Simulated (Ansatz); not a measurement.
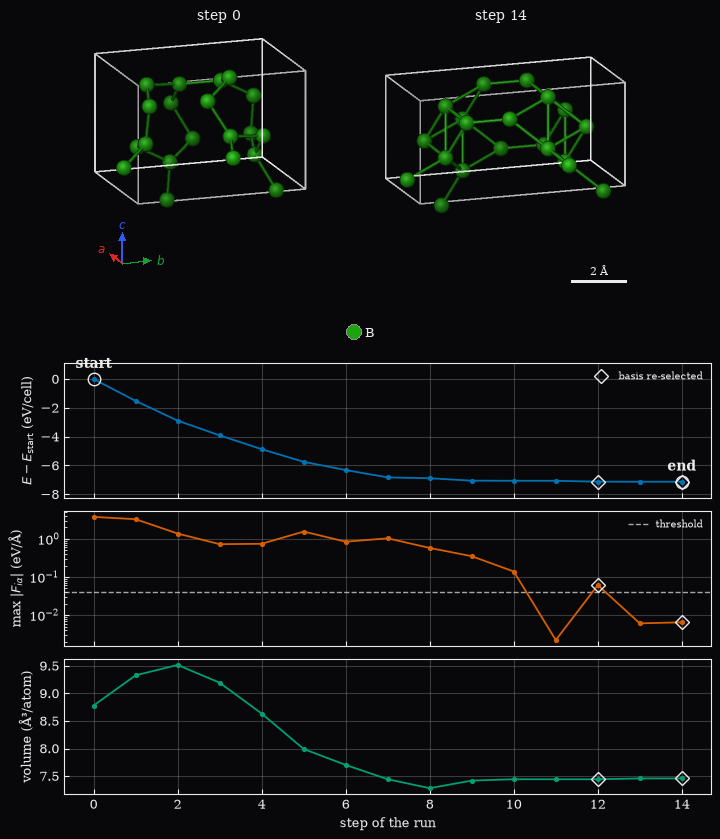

First and last geometry of a relaxation of solid B (a generated structure, set up in Amm2) (coarse preliminary run), with the history of the run. A ball-and-stick model of the conventional cell (2 times the calculation's cell), seen from a free direction. Lengths and directions refer to the drawn axes.

Method: Ansatz 0.2.0, DFT PBE, scalar-relativistic, plane waves, PAW.

Input file:
```yaml
crystal:
  lattice:
    - [4.83136136, 0.0, 0.0]
    - [0.0, 3.24396952, 2.24075166]
    - [0.0, -3.24396952, 2.24075166]
  atoms:
    - { symbol: B, position: [0.21897726, 0.51023861, 0.01683373] }
    - { symbol: B, position: [0.78102274, 0.01683373, 0.51023861] }
    - { symbol: B, position: [0.21897726, 0.01683373, 0.51023861] }
    - { symbol: B, position: [0.78102274, 0.51023861, 0.01683373] }
    - { symbol: B, position: [0.0, 0.83828013, 0.18568576] }
    - { symbol: B, position: [0.0, 0.18568576, 0.83828013] }
    - { symbol: B, position: [0.5, 0.20636464, 0.45410223] }
    - { symbol: B, position: [0.5, 0.45410223, 0.20636464] }
basis:
  ecutwfc: 420
kpoints:
  mp_grid: { grid: [4, 6, 6] }
hamiltonian:
  xc: pbe
scf:
  occupations: { method: gaussian, width: 0.1 }
  lower_state_search: "off"
output:
  forces: true
  stress: true
  eigenvalues: true
relax:
  adjacent_minimum: "off"
  f_tol: 0.04
  max_steps: 70
  cell: { stress_tol: 0.4 }
```

Run as
```bash
ansatz run input.yaml --threads 1 --pin off --max-ram 2560MiB --backend cpu --events-out ev --progress --plain --runs-dir out
```

**Read the history and describe the run.**

It converged. After 12 accepted moves (14 points after the start) the energy has fallen by 7.127 eV per cell of the calculation. Largest force component: 3.8 eV/Å at the start, 0.0065 eV/Å at the end. Pressure: 21.38 GPa at the start and 0.07 GPa at the end. At 2 points the geometry stayed and the basis and grid were re-selected for the new cell (energy shift of 62.6 meV per cell of the calculation at most each time). The largest moves relative to the cell, 0.57 Å, are those of B5 and B6. B6 goes along [0 −2 −1]. Cell: a 4.831 → 3.841 Å (−20.5 %), b 6.488 → 7.944 Å (+22.4 %), c 4.482 → 3.910 Å (−12.8 %). Volume −15.1 %. Some distances before and after: B1–B4 2.715 → 1.921 Å, B1–B7 2.514 → 1.789 Å, B5–B6 2.254 → 1.671 Å, B1–B3 2.241 → 1.955 Å. New bonds form: B1–B7 (2.51 → 1.79 Å), B2–B8 (2.51 → 1.79 Å), B3–B8 (2.51 → 1.79 Å), B4–B7 (2.51 → 1.79 Å). Among the angles between lasting bonds that change: B1–B8–B4 115.8° → 64.9°, B1–B6–B2 144.4° → 100.0°, B1–B4–B8 147.9° → 122.5°. The space group (tolerance 0.01 Å) goes from Amm2 (No. 38) to Fmmm (No. 69). The run took 99 s on 1 thread of Arm Neoverse V1, with other jobs on the host, peak memory 0.35 GiB.
